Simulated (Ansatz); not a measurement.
A series of calculations on SiNi₃

**1. Relaxation**

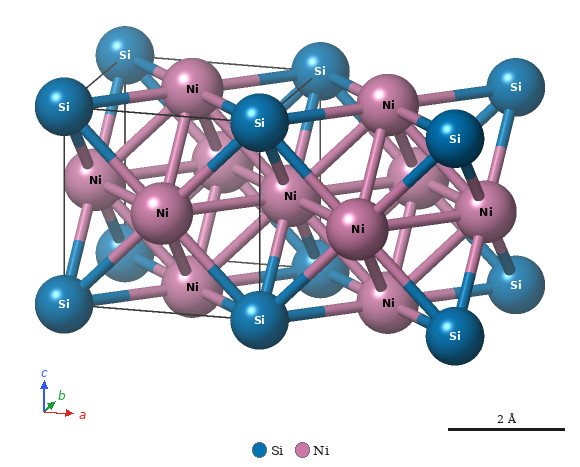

Solid SiNi3 (set up in Pm-3m) (coarse preliminary run), before the relaxation. A ball-and-stick model of the cell of the calculation, repeated 2 × 1 × 1 with one cell outlined, seen slightly off an axis.

All numbers below come from DFT PBEsol, scalar-relativistic, plane waves, PAW (Ansatz 0.2.0).

Input
```yaml
crystal:
  lattice:
    - [3.5511, 0.0, 0.0]
    - [0.0, 3.5511, 0.0]
    - [0.0, 0.0, 3.5511]
  atoms:
    - { symbol: Si, position: [0.0, 0.0, 0.0] }
    - { symbol: Ni, position: [0.0, 0.5, 0.5] }
    - { symbol: Ni, position: [0.5, 0.0, 0.5] }
    - { symbol: Ni, position: [0.5, 0.5, 0.0] }
basis:
  ecutwfc: 420
kpoints:
  mp_grid: { grid: [6, 6, 6] }
hamiltonian:
  xc: pbesol
scf:
  occupations: { method: gaussian, width: 0.1 }
output:
  forces: true
  stress: true
  eigenvalues: true
relax:
  adjacent_minimum: "off"
  f_tol: 0.05
  max_steps: 80
  cell: { stress_tol: 0.5 }
```

Launched with:
```bash
ansatz run input.yaml --threads 1 --pin off --max-ram 2560MiB --backend cpu --events-out ev --progress --plain --runs-dir out
```

Question: What does the optimiser find from here?

Answer: The energy falls by 0.172 eV per cell of the calculation in 3 accepted moves (4 points after the start). All forces vanish by symmetry, so only the cell relaxes. Pressure: −15.41 GPa at the start and −0.06 GPa at the end. The SCF was repeated once at an unchanged geometry on a basis and grid sized afresh for the cell, which shifted the energy by 1.2 meV per cell of the calculation at most. The atoms keep their places relative to the cell (all moves are under 0.005 Å). The drawn cell changes as follows: a = b = c 3.551 → 3.461 Å (−2.5 %); the volume changes by −7.4 %. Among the contacts that change: Si1–Ni2 2.511 → 2.448 Å, Ni2–Ni3 2.511 → 2.448 Å. The space group stays Pm-3m (No. 221).

After the run, drawn alike:

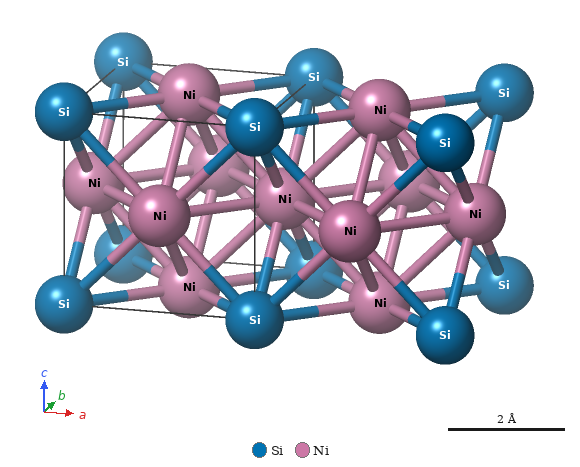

**2. A change**

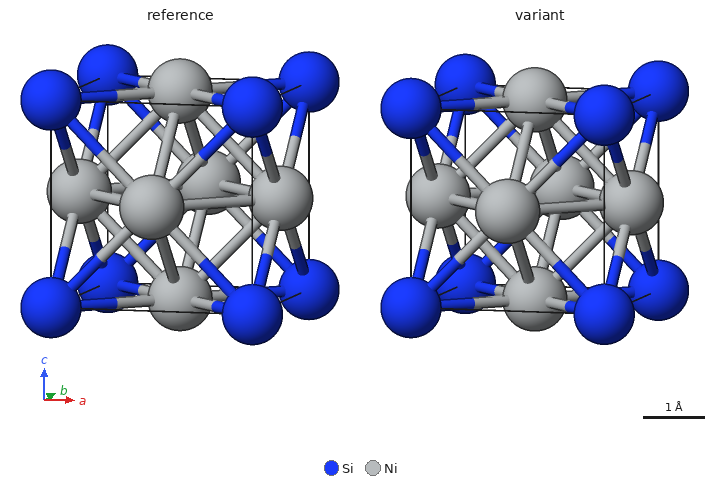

Left: solid SiNi$_{3}$ (set up in Pm-3m). Right: the same structure after one change, at the same scale. A ball-and-stick model of the cell of the calculation, seen slightly off an axis.

These are results of Ansatz, DFT PBEsol, scalar-relativistic, plane waves, PAW, not measurements. (plane-wave cutoff 420 eV; k-point mesh 12 × 12 × 12; occupations gaussian; smearing width 0.1 eV; no spin polarisation)

The crystal is put under a hydrostatic pressure of 40 GPa. Cell and atoms are relaxed at that pressure.

**How do the computed properties respond?**

The energy rises by 134 meV per atom. Pressure: 0.0 GPa before, 40.0 GPa after. The drawn cell changes as follows: a = b = c 3.461 → 3.320 Å (−4.1 %); the volume changes by −11.7 %. The atoms keep their places relative to the cell (all moves are under 0.005 Å). Among the bonded contacts that change: Ni–Si 2.447 → 2.348 Å, Ni–Ni 2.447 → 2.348 Å. The space group stays Pm-3m (No. 221).

**3. Series**

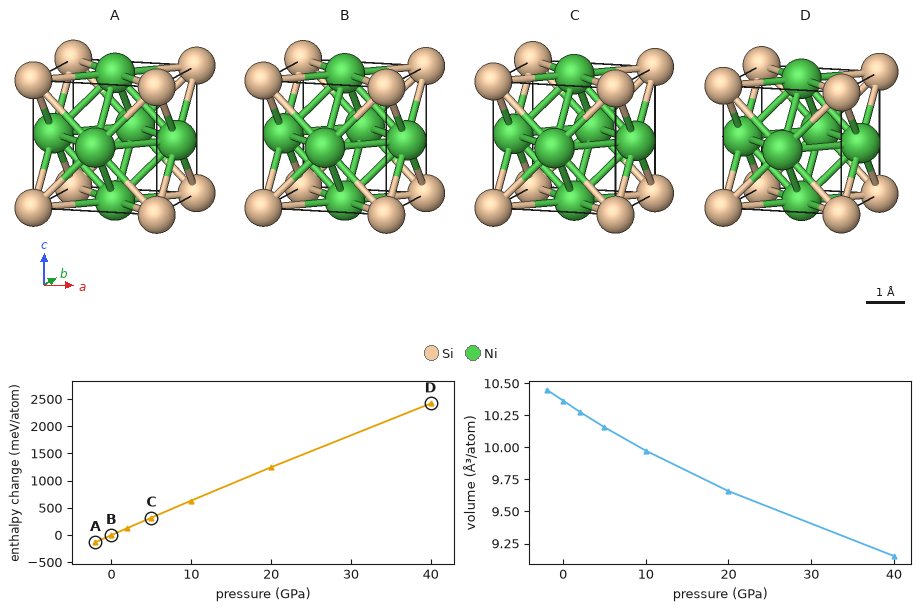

Members of a series of calculations on crystalline SiNi₃ (set up in Pm-3m), marked on the first curve. The picture is a ball-and-stick view of the cell of the calculation, seen slightly off an axis.

These are results of DFT PBEsol, scalar-relativistic, plane waves, PAW in Ansatz 0.2.0, not measurements. Set-up: plane-wave cutoff 420 eV; k-point mesh 12 × 12 × 12; occupations gaussian; smearing width 0.1 eV; no spin polarisation.

### How does the crystal respond to pressure?

The structure is relaxed at several pressures. A (pressure −2.0 GPa): enthalpy change −130 meV/atom, volume 10.45 Å³ per atom. B (pressure 0.0 GPa): enthalpy change 0.0 meV/atom, volume 10.37 Å³ per atom. C (pressure 5.0 GPa): enthalpy change 320 meV/atom, volume 10.16 Å³ per atom. D (pressure 40.0 GPa): enthalpy change 2419 meV/atom, volume 9.15 Å³ per atom. The rest compares A with D. The drawn cell changes as follows: a = b = c 3.471 → 3.320 Å (−4.3 %); the volume changes by −12.4 %. Among the bonded contacts that change: Ni–Si 2.454 → 2.348 Å, Ni–Ni 2.454 → 2.348 Å.
